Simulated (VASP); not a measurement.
Geometry relaxation, with input and output: PtTe2 (part 1 of 3)

- system: PtTe2 (3 atoms in the cell)
- method: Kohn-Sham DFT of a periodic cell, PBE with D3(BJ), VASP PAW PBE potentials, recommended, no spin polarisation (VASP 6.6.1)

The structure derives from an entry of the Crystallography Open Database.

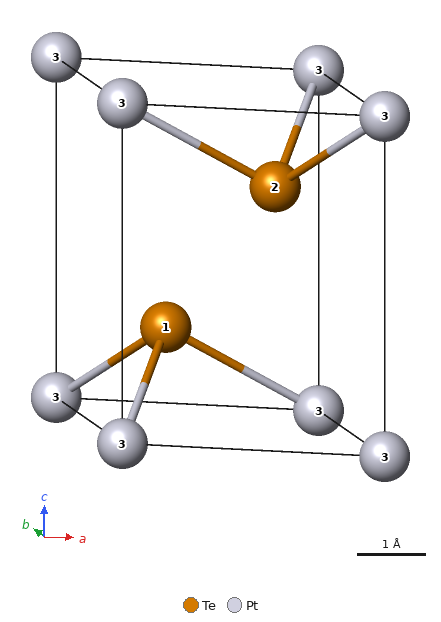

**Figure 1.** The starting structure (ball-and-stick view of the cell of the calculation, seen slightly off an axis; atoms are numbered from 1 in the order of the input). An atom can appear more than once, as a periodic image. Near neighbours in the periodic cell (some may lie outside the picture): Te has 3 Pt at 2.71 Å; Pt has 6 Te at 2.71 Å.

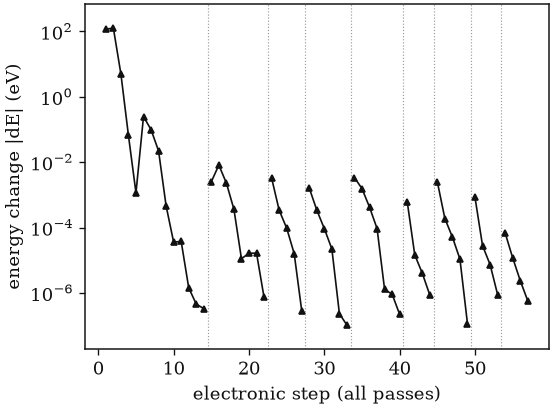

**Figure 2.** Convergence of the self-consistent field: energy change |dE| against the electronic step. Each stretch between dotted lines is the SCF of one geometry step of a relaxation. The 9 ionic steps take 4 to 14 electronic steps each. The density is held fixed in the first few steps, and dE rises again when its update begins.

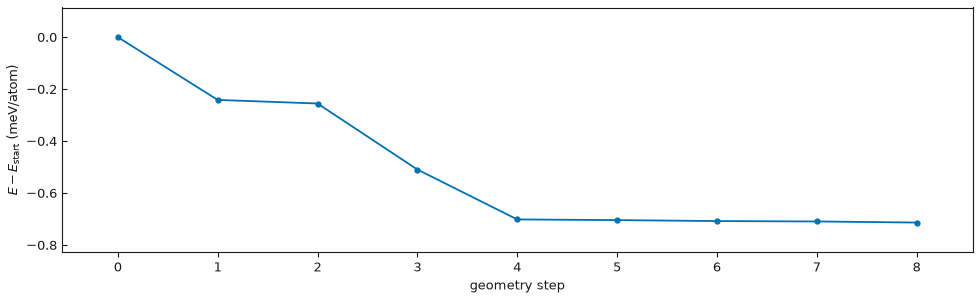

**Figure 3.** Progress of the relaxation, step by step (steps are counted from 0).

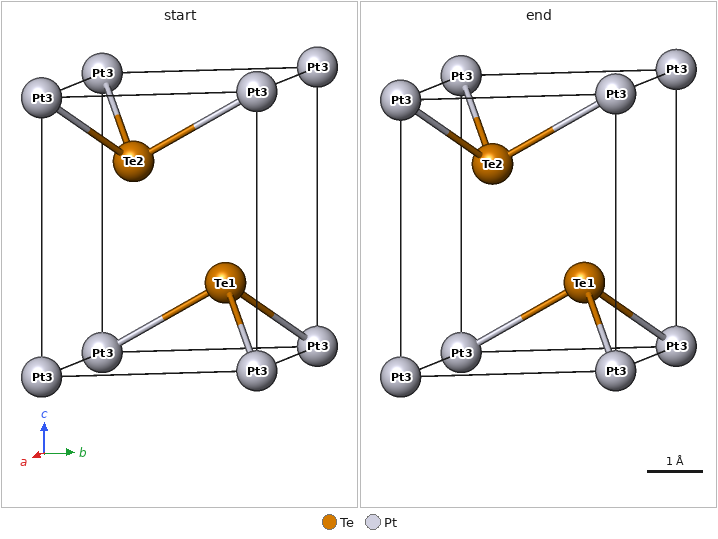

**Figure 4.** Before (left) and after (right) the relaxation, at one scale (ball-and-stick view of the cell of the calculation, seen slightly off an axis). The largest moves relative to the cell, 0.014 Å, are those of Te1 and Te2. Pt stays in place. The volume changes by −1.0 %, with a = b 4.053 → 4.050 Å (−0.1 %), c 5.133 → 5.089 Å (−0.9 %). The space group stays P-3m1 (No. 164). Over 8 geometry steps the energy falls by 0.7 meV per atom. The largest force component goes from 0.065 to 0.00037 eV/Å. (Atoms are counted from 1 in the order of the input.)

These pictures come from the run below.

## INCAR
```
PREC = Accurate
ENCUT = 600
EDIFF = 1E-6
ISMEAR = 0
SIGMA = 0.1
LREAL = False
LASPH = True
NELM = 100
ALGO = Fast
ISIF = 3
LWAVE = False
LCHARG = False
GGA = PE
IVDW = 12
IBRION = 2
NSW = 100
EDIFFG = -0.005
```

## KPOINTS
```
Automatic mesh
0
Gamma
  12 12 8
```

## POSCAR
```
Te2Pt
1.0
    4.0530227945      0.0000000000      0.0000000000
   -2.0265113972      3.5100207021      0.0000000000
    0.0000000000      0.0000000000      5.1326659173
Te Pt
2 1
Direct
    0.3333333333      0.6666666667      0.2644490431
    0.6666666667      0.3333333333      0.7355509569
    0.0000000000      0.0000000000      0.0000000000
```

Run as:
```bash
cat potpaw_PBE.64/Te/POTCAR potpaw_PBE.64/Pt/POTCAR > POTCAR
mpirun -np 1 vasp_std > vasp.out
```

## OSZICAR
```
N       E                     dE             d eps       ncg     rms          rms(c)
DAV:   1     0.118001752875E+03    0.11800E+03   -0.10269E+04  3930   0.141E+03
DAV:   2    -0.881607365779E+01   -0.12682E+03   -0.12373E+03  5037   0.228E+02
DAV:   3    -0.138358804564E+02   -0.50198E+01   -0.49027E+01  4910   0.474E+01
DAV:   4    -0.139018688755E+02   -0.65988E-01   -0.65965E-01  4960   0.584E+00
DAV:   5    -0.139030214374E+02   -0.11526E-02   -0.11526E-02  5010   0.692E-01    0.131E+01
RMM:   6    -0.136539417376E+02    0.24908E+00   -0.16792E+00  3930   0.862E+00    0.816E+00
RMM:   7    -0.135549377438E+02    0.99004E-01   -0.29459E-01  3930   0.362E+00    0.425E+00
RMM:   8    -0.135328385669E+02    0.22099E-01   -0.74001E-02  3930   0.216E+00    0.376E-01
RMM:   9    -0.135323796685E+02    0.45890E-03   -0.95116E-03  3957   0.689E-01    0.250E-01
RMM:  10    -0.135323439262E+02    0.35742E-04   -0.21856E-03  3938   0.383E-01    0.120E-01
RMM:  11    -0.135323062001E+02    0.37726E-04   -0.63308E-04  3977   0.190E-01    0.222E-02
RMM:  12    -0.135323047653E+02    0.14347E-05   -0.88872E-05  4055   0.670E-02    0.173E-02
RMM:  13    -0.135323052192E+02   -0.45386E-06   -0.20572E-05  3941   0.306E-02    0.698E-03
RMM:  14    -0.135323048894E+02    0.32976E-06   -0.58046E-06  3485   0.180E-02
   1 F= -.15215896E+02 E0= -.15212357E+02  d E =-.152159E+02
       N       E                     dE             d eps       ncg     rms          rms(c)
DAV:   1    -0.135297888668E+02    0.25164E-02   -0.20268E-01  4070   0.400E+00    0.661E-01
RMM:   2    -0.135216277733E+02    0.81611E-02   -0.44002E-02  3930   0.147E+00    0.376E-01
RMM:   3    -0.135193339203E+02    0.22939E-02   -0.44310E-03  3930   0.483E-01    0.122E-01
RMM:   4    -0.135189705531E+02    0.36337E-03   -0.16190E-03  3930   0.219E-01    0.888E-02
RMM:   5    -0.135189817040E+02   -0.11151E-04   -0.14119E-04  3938   0.785E-02    0.952E-02
RMM:   6    -0.135189979877E+02   -0.16284E-04   -0.46638E-05  3926   0.370E-02    0.131E-01
RMM:   7    -0.135189814626E+02    0.16525E-04   -0.46129E-05  3938   0.381E-02    0.279E-02
RMM:   8    -0.135189807345E+02    0.72809E-06   -0.82876E-06  3846   0.187E-02
   2 F= -.15216621E+02 E0= -.15213104E+02  d E =-.724398E-03
       N       E                     dE             d eps       ncg     rms          rms(c)
DAV:   1    -0.135222821416E+02   -0.33007E-02   -0.81052E-03  4280   0.797E-01    0.132E-01
RMM:   2    -0.135219401121E+02    0.34203E-03   -0.18567E-03  3930   0.300E-01    0.714E-02
RMM:   3    -0.135218440522E+02    0.96060E-04   -0.18813E-04  3930   0.100E-01    0.224E-02
RMM:   4    -0.135218281388E+02    0.15913E-04   -0.66668E-05  3930   0.447E-02    0.188E-02
RMM:   5    -0.135218284230E+02   -0.28417E-06   -0.56034E-06  3586   0.158E-02
   3 F= -.15216662E+02 E0= -.15213140E+02  d E =-.765867E-03
       N       E                     dE             d eps       ncg     rms          rms(c)
DAV:   1    -0.135202113661E+02    0.16168E-02   -0.44362E-02  4007   0.145E+00    0.204E-01
RMM:   2    -0.135198696547E+02    0.34171E-03   -0.25056E-03  3930   0.368E-01    0.736E-02
RMM:   3    -0.135197772838E+02    0.92371E-04   -0.28088E-04  3930   0.131E-01    0.321E-02
RMM:   4    -0.135197551882E+02    0.22096E-04   -0.76693E-05  3930   0.571E-02    0.274E-02
RMM:   5    -0.135197554197E+02   -0.23147E-06   -0.14342E-05  3937   0.247E-02    0.148E-02
RMM:   6    -0.135197555225E+02   -0.10283E-06   -0.24546E-06  2751   0.107E-02
   4 F= -.15217425E+02 E0= -.15213918E+02  d E =-.762156E-03
       N       E                     dE             d eps       ncg     rms          rms(c)
DAV:   1    -0.135163750304E+02    0.33804E-02   -0.19828E-01  4028   0.308E+00    0.400E-01
RMM:   2    -0.135148257169E+02    0.15493E-02   -0.11565E-02  3930   0.786E-01    0.166E-01
RMM:   3    -0.135144064990E+02    0.41922E-03   -0.12734E-03  3930   0.280E-01    0.767E-02
RMM:   4    -0.135143136065E+02    0.92893E-04   -0.33583E-04  3930   0.118E-01    0.684E-02
RMM:   5    -0.135143148830E+02   -0.12765E-05   -0.66728E-05  3939   0.531E-02    0.335E-02
RMM:   6    -0.135143157932E+02   -0.91018E-06   -0.11759E-05  3817   0.234E-02    0.459E-03
RMM:   7    -0.135143155739E+02    0.21931E-06   -0.23130E-06  2699   0.106E-02
   5 F= -.15218001E+02 E0= -.15214563E+02  d E =-.133844E-02
       N       E                     dE             d eps       ncg     rms          rms(c)
DAV:   1    -0.135149412249E+02   -0.62543E-03   -0.19539E-03  4217   0.306E-01    0.388E-02
RMM:   2    -0.135149265978E+02    0.14627E-04   -0.11282E-04  3930   0.777E-02    0.166E-02
RMM:   3    -0.135149225871E+02    0.40108E-05   -0.12285E-05  3930   0.277E-02    0.756E-03
RMM:   4    -0.135149217253E+02    0.86181E-06   -0.33218E-06  2930   0.117E-02
   6 F= -.15218008E+02 E0= -.15214563E+02  d E =-.134597E-02
       N       E                     dE             d eps       ncg     rms          rms(c)
DAV:   1    -0.135174207086E+02   -0.24981E-02   -0.50627E-03  4119   0.628E-01    0.102E-01
RMM:   2    -0.135172321971E+02    0.18851E-03   -0.92577E-04  3930   0.216E-01    0.567E-02
RMM:   3    -0.135171811986E+02    0.50998E-04   -0.92073E-05  3930   0.684E-02    0.204E-02
RMM:   4    -0.135171704082E+02    0.10790E-04   -0.41894E-05  3930   0.360E-02    0.126E-02
RMM:   5    -0.135171705217E+02   -0.11356E-06   -0.39247E-06  3045   0.126E-02
   7 F= -.15218020E+02 E0= -.15214566E+02  d E =-.111879E-04
       N       E                     dE             d eps       ncg     rms          rms(c)
DAV:   1    -0.135163397407E+02    0.83067E-03   -0.78572E-04  4119   0.246E-01    0.450E-02
RMM:   2    -0.135163119539E+02    0.27787E-04   -0.14102E-04  3930   0.850E-02    0.212E-02
RMM:   3    -0.135163045717E+02    0.73822E-05   -0.14194E-05  3927   0.269E-02    0.893E-03
RMM:   4    -0.135163036873E+02    0.88439E-06   -0.62440E-06  3758   0.145E-02
   8 F= -.15218024E+02 E0= -.15214574E+02  d E =-.157253E-04
       N       E                     dE             d eps       ncg     rms          rms(c)
DAV:   1    -0.135162365720E+02    0.68000E-04   -0.83404E-04  3972   0.210E-01    0.194E-02
RMM:   2    -0.135162247642E+02    0.11808E-04   -0.35128E-05  3930   0.355E-02    0.122E-02
RMM:   3    -0.135162223763E+02    0.23879E-05   -0.70125E-06  3700   0.187E-02    0.555E-03
RMM:   4    -0.135162218048E+02    0.57152E-06   -0.29944E-06  2878   0.947E-03
   9 F= -.15218037E+02 E0= -.15214588E+02  d E =-.126826E-04
```

## Parts of OUTCAR
```
PREC = Accurate
   ENCUT = 600
   EDIFF = 1E-6
   ISMEAR = 0
   LREAL = False
   LASPH = True
   NELM = 100
   ISIF = 3
   GGA = PE
   IVDW = 12
   IBRION = 2
   NSW = 100
   EDIFFG = -0.005
 IVDW          = 12
 VDW_S6        =  1.00000000  s6, scaling of the dipole-dipole dispersion
 VDW_S8        =  0.78750002  s8, scaling of the dipole-quadrupole dispersion
 VDW_A1        =  0.42890000  a1, scaling of the critical radii
 VDW_A2        =  4.44070005  a2, offset of the critical radii
 VDW_RADIUS    = 50.20216178  two-body interaction cutoff (in Angstroms)
 VDW_CNRADIUS  = 21.16708996  CN, coordination number cutoff (in Angstroms)

 ion  position               nearest neighbor table
   1  0.333  0.667  0.264-   3 2.71   3 2.71   3 2.71   2 3.36   2 3.36   2 3.36   2 3.58   2 3.58
                             2 3.58
   2  0.667  0.333  0.736-   3 2.71   3 2.71   3 2.71   1 3.36   1 3.36   1 3.36   1 3.58   1 3.58
                             1 3.58
   3  0.000  0.000  0.000-   1 2.71   2 2.71   1 2.71   2 2.71   2 2.71   1 2.71

  LATTYP: Found a hexagonal cell.
 ALAT       =     4.0530227945
 C/A-ratio  =     1.2663797313

  Lattice vectors:

 A1 = (   4.0530227945,   0.0000000000,   0.0000000000)
 A2 = (  -2.0265113972,   3.5100207021,   0.0000000000)
 A3 = (   0.0000000000,   0.0000000000,   5.1326659173)

Analysis of symmetry for initial positions (statically):
=====================================================================
 Subroutine PRICEL returns:
 Original cell was already a primitive cell.

 Routine SETGRP: Setting up the symmetry group for a
 hexagonal supercell.

 Subroutine GETGRP returns: Found 12 space group operations
 (whereof 12 operations were pure point group operations)
 out of a pool of 24 trial point group operations.

The static configuration has the point symmetry D_3d.

Analysis of symmetry for dynamics (positions and initial velocities):
=====================================================================
 Subroutine PRICEL returns:
 Original cell was already a primitive cell.

 Routine SETGRP: Setting up the symmetry group for a
 hexagonal supercell.

 Subroutine GETGRP returns: Found 12 space group operations
 (whereof 12 operations were pure point group operations)
 out of a pool of 24 trial point group operations.

The dynamic configuration has the point symmetry D_3d.

 Subroutine INISYM returns: Found 12 space group operations
 (whereof 12 operations are pure point group operations),
 and found     1 'primitive' translations

----------------------------------------------------------------------------------------

                                     Primitive cell

  volume of cell :      73.0183

  direct lattice vectors                    reciprocal lattice vectors
     4.053022795  0.000000000  0.000000000     0.246729429  0.142449302  0.000000000
    -2.026511397  3.510020702  0.000000000     0.000000000  0.284898605  0.000000000
     0.000000000  0.000000000  5.132665917     0.000000000  0.000000000  0.194830526

  length of vectors
     4.053022795  4.053022794  5.132665917     0.284898605  0.284898605  0.194830526

  position of ions in fractional coordinates (direct lattice)
     0.333333333  0.666666667  0.264449043
     0.666666667  0.333333333  0.735550957
     0.000000000  0.000000000  0.000000000

  ion indices of the primitive-cell ions
   primitive index   ion index
                 1           1
                 2           2
                 3           3

----------------------------------------------------------------------------------------

 KPOINTS: Automatic mesh

Automatic generation of k-mesh.
 Grid dimensions read from file:
 generate k-points for:   12   12    8

 Generating k-lattice:

  Cartesian coordinates                     Fractional coordinates (reciprocal lattice)
     0.020560786  0.011870775  0.000000000     0.083333333  0.000000000  0.000000000
     0.000000000  0.023741550  0.000000000     0.000000000  0.083333333  0.000000000
     0.000000000  0.000000000  0.024353816     0.000000000  0.000000000  0.125000000

  Length of vectors
     0.023741550  0.023741550  0.024353816

  Shift w.r.t. Gamma in fractional coordinates (k-lattice)
     0.000000000  0.000000000  0.000000000

 Subroutine IBZKPT returns following result:
 ===========================================

 Found    131 irreducible k-points:

 Following reciprocal coordinates:
            Coordinates               Weight
  0.000000  0.000000  0.000000      1.000000
  0.083333  0.000000  0.000000      6.000000
  0.166667  0.000000  0.000000      6.000000
  0.250000  0.000000  0.000000      6.000000
  0.333333  0.000000  0.000000      6.000000
  0.416667  0.000000  0.000000      6.000000
  0.500000  0.000000  0.000000      3.000000
  0.083333  0.083333  0.000000      6.000000
  0.166667  0.083333  0.000000     12.000000
  0.250000  0.083333  0.000000     12.000000
  0.333333  0.083333  0.000000     12.000000
  0.416667  0.083333  0.000000     12.000000
  0.166667  0.166667  0.000000      6.000000
  0.250000  0.166667  0.000000     12.000000
  0.333333  0.166667  0.000000     12.000000
  0.416667  0.166667  0.000000      6.000000
  0.250000  0.250000  0.000000      6.000000
  0.333333  0.250000  0.000000     12.000000
  0.333333  0.333333  0.000000      2.000000
  0.000000  0.000000  0.125000      2.000000
  0.083333  0.000000  0.125000      6.000000
  0.000000  0.083333  0.125000      6.000000
  0.166667  0.000000  0.125000      6.000000
  0.000000  0.166667  0.125000      6.000000
 [... further k-points ...]
```
